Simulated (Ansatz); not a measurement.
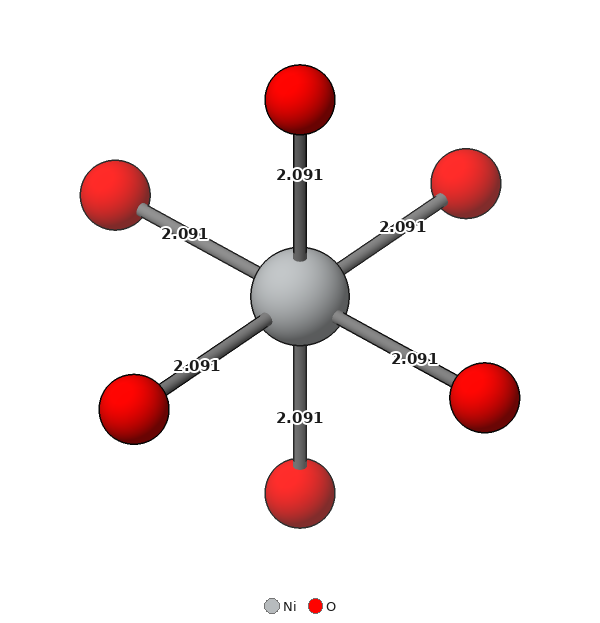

The surroundings of site Ni1 (at 0.000, 0.000, 0.000) in NiO (Fm-3m, No. 225), with bond lengths in Å.

Source of the atomic positions: a calculation's input that goes back to an entry of the Crystallography Open Database (an earlier step may have relaxed or displaced it).

```xyz
8
Lattice="4.1826 0.0000 0.0000 0.0000 4.1826 0.0000 0.0000 0.0000 4.1826" Properties=species:S:1:pos:R:3 pbc="T T T"
Ni    0.0000    0.0000    0.0000
O     2.0913    0.0000    0.0000
Ni    0.0000    2.0913    2.0913
O     2.0913    2.0913    2.0913
Ni    2.0913    0.0000    2.0913
O     0.0000    0.0000    2.0913
Ni    2.0913    2.0913    0.0000
O     0.0000    2.0913    0.0000
```

Bond valence s = exp((R0 − d)/b), R0 fitted to published crystal structures with b = 0.37 Å, summed over all anions within 5 Å; R0 in Å: Ni2+–O 1.665; Ni3+–O 1.694.

> Which oxidation state of Ni do these bonds support?

With the Ni2+ parameters the computed sum is 6 × 0.316 = 1.90. With the Ni3+ parameters the computed sum is 6 × 0.342 = 2.05. The sum matches its own assumption best for Ni2+, which also balances the formula's charge.

> And over the whole structure?

```json
{"site": "Ni1", "x, y, z": "0.000, 0.000, 0.000", "formal valence": "+2", "bond-valence sum": "1.94", "difference": "-0.06"}
{"site": "O1", "x, y, z": "0.500, 0.000, 0.000", "formal valence": "−2", "bond-valence sum": "1.94", "difference": "-0.06"}
```

These sums include all anions within 5 Å. The global instability index (root mean square of the differences over all atoms) is 0.06 v.u.: little strain. The cell was not relaxed for this table, and a volume that is off by a few per cent shifts all sums together.
